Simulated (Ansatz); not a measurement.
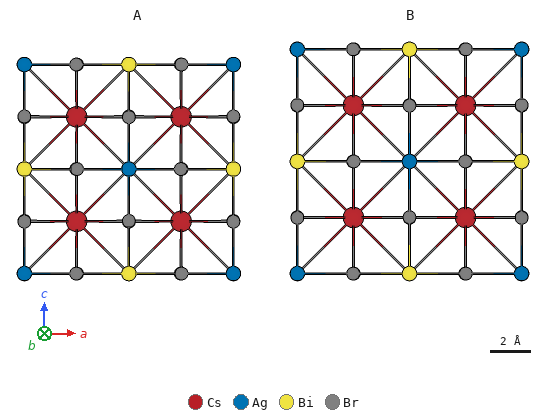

Two geometries of a crystal of Cs2AgBiBr6 (a generated structure, set up in Fm-3m), drawn at one scale. One is the start of a relaxation, the other its converged end. The picture is a ball-and-stick view of the conventional cell (4 times the calculation's cell), seen along the b axis. Lengths and directions refer to the drawn axes.

All numbers below come from DFT, PBE, plane waves, PAW (Ansatz). Settings: plane-wave cutoff 420 eV; k-point mesh 4 × 4 × 4; occupations fermi dirac; smearing width 0.02 eV; no spin polarisation; cell and atoms relaxed; force threshold 0.005 eV/Å.

Which of the two is the end point?

Structure B is the relaxed one. After 4 accepted moves (5 points after the start) the energy has fallen by 150 meV per atom. The largest force component goes from 0.68 to 0.0007 eV/Å. Pressure: 8.24 GPa at the start and 0.02 GPa at the end. At 1 point the geometry stayed and the basis and grid were re-selected for the new cell (energy shift of 0.6 meV per atom at most each time). The largest moves relative to the cell, 0.005 Å, are those of Br atoms. Cs and Bi and Ag stay in place. Cell: a = b = c 10.696 → 11.475 Å (+7.3 %). Volume +23.5 %. Among the contacts that change: Br–Cs 3.782 → 4.057 Å, Ag–Br 2.654 → 2.853 Å, Bi–Br 2.694 → 2.885 Å. The space group stays Fm-3m (No. 225). Cost: 14 s on 4 threads of Arm Neoverse V2 (shared host), peak memory 1 GiB.
